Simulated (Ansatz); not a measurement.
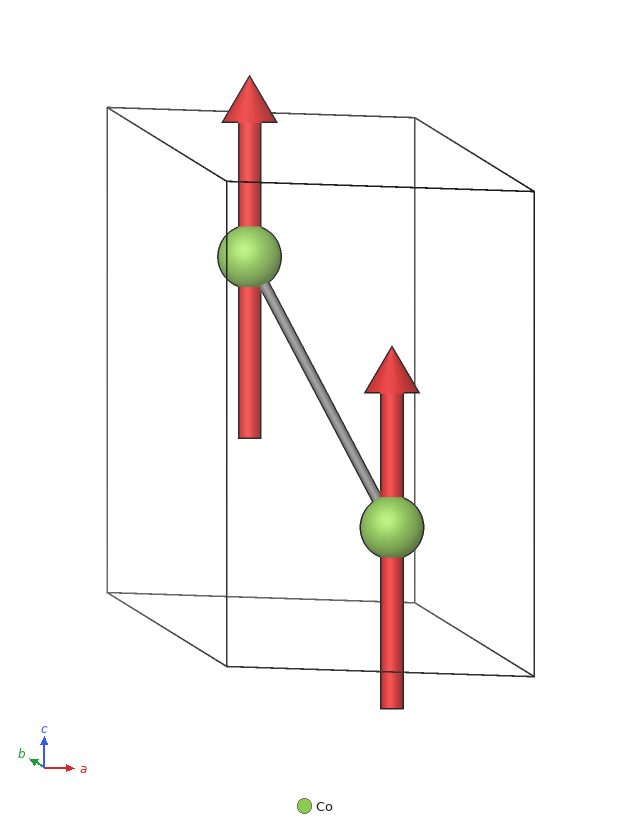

Crystal structure, ball-and-stick style, seen slightly off an axis. One simulation cell is framed, with atoms on its boundary repeated. Arrows are the site magnetic moments above 0.25 μB; longer means larger, and red and blue are up and down (without spin-orbit coupling the axis itself is arbitrary).

This is the state reached for Co. Results below were computed with Ansatz 0.2.0, DFT PBE, scalar-relativistic, plane waves, PAW; the settings were 420 eV cutoff, an 18×18×8 k-point mesh, Gaussian smearing of 0.15 eV, collinear spins.

Question: Classify the order and state the moments.

Answer: Ferromagnetic (within this cell). Site moments: 2 Co +1.7 μB. The net spin moment of the whole cell is 3.2 μB.

The structure was taken from a structure listed in the Materials Project. Earlier steps of the study may have refined or changed the cell and positions. It was run through Ansatz as a DFT input.
